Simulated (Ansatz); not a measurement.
Al, as given below.

```
Al
1.0
     3.21449    0.00000    0.00000
     0.00000    3.21449    0.00000
     0.00000    0.00000    3.21449
Al
2
Direct
  0.00000 0.00000 0.00000
  0.50000 0.50000 0.50000
```

Structure used: the input geometry of an electronic-structure calculation (not necessarily at equilibrium); the starting structure was generated, so it need not be a known form of this composition.

Q: Predict the first 3 clear peaks of the neutron G(r) with σ = 0.10 Å, and name the atom pairs.

A: 1. 2.78 Å: Al–Al at 2.78 Å
2. 3.21 Å: Al–Al at 3.21 Å
3. 4.55 Å: Al–Al at 4.55 Å

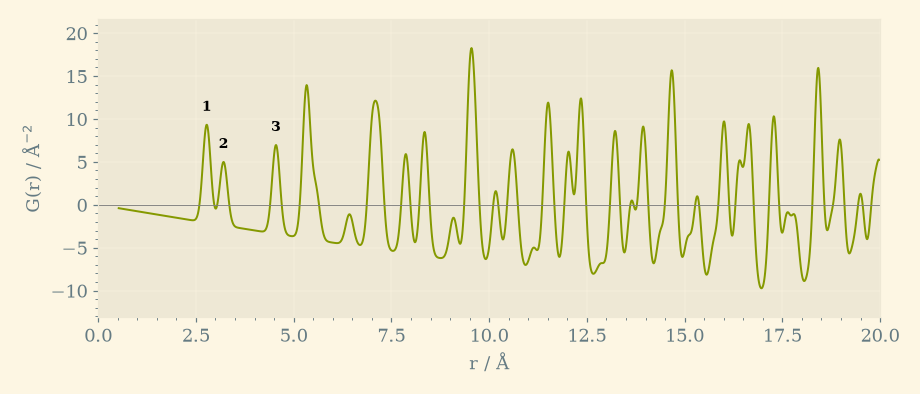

The curve is a calculated neutron PDF: distances of the static structure, each pair weighted by the product of the tabulated coherent neutron scattering lengths (natural isotope mix where the element has one), broadened by Gaussians with σ = 0.10 Å, damped by exp(−(Q_damp r)²/2) with Q_damp = 0.040 Å⁻¹. No termination ripples are included.
